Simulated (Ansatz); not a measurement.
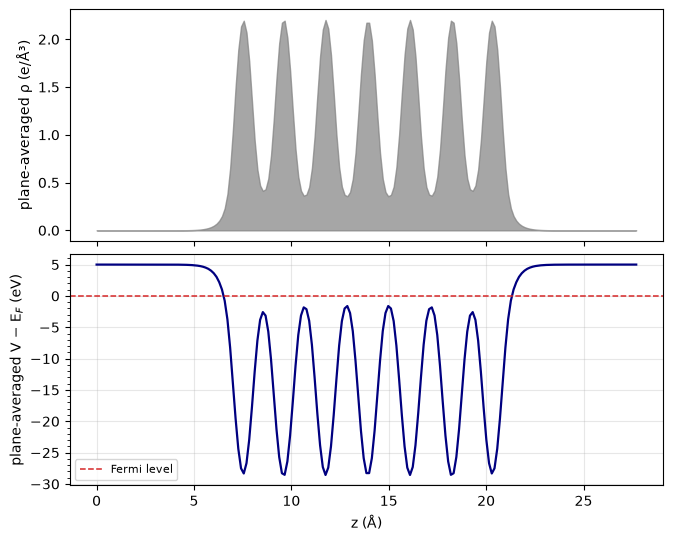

Figure 1: Ru (slab). Plane average of the electrostatic potential (local pseudopotential plus Hartree) felt by an electron and of the valence charge density (pseudo) across the slab.

Computed without spin polarisation.

All numbers below come from Ansatz 0.2.0, DFT PBE, scalar-relativistic, plane waves, PAW.

The density is the valence pseudo-density of a PAW calculation; it isn't the true density close to the nuclei.

> Read off the work function of this surface.

The potential is flat in the vacuum, 5.00 eV above the Fermi level; this is the work function, the same on both faces.

> How thick is the slab, and how wide the vacuum?

The outermost nuclei are 12.8 Å apart, in 7 atomic planes; the vacuum between periodic images is 15.1 Å wide.
